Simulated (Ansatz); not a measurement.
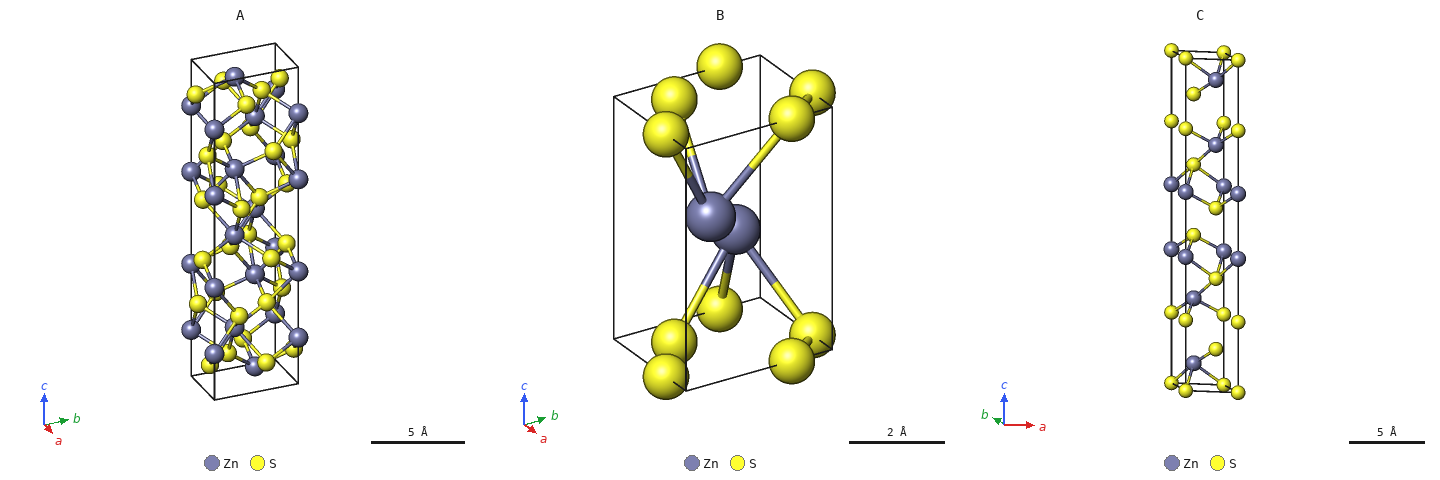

Three structures of Zn$_{2}$S$_{3}$, each relaxed to rest (conventional cells in solid outline, small ones repeated, each panel with its own scale). Method: DFT PBE, scalar-relativistic, plane waves, PAW in Ansatz, without spin polarisation.

What are the structures shown?

A: corundum, R-3c; B: 5 atoms a cell on a primitive hexagonal lattice, P321; C: 15 atoms a cell on a rhombohedral (trigonal R) lattice, R-3m.

Which of these is lowest in energy, and how far above it do the others lie?

C, then A (+38 meV/atom) and B (+588 meV/atom), energies at zero smearing.

Collect the results in a table.

| panel | structure | E − E(lowest) (meV/atom) | volume (Å³/atom) | gap (eV) |
| --- | --- | --- | --- | --- |
| C | R-3m | 0 | 17.3 | metal |
| A | R-3c | 38 | 18.6 | metal |
| B | P321 | 588 | 20.2 | metal |

Some of these may be structure types tried for this composition rather than known phases, and the most stable form need not be among them. Gaps are taken on the k-mesh or band path of each run.
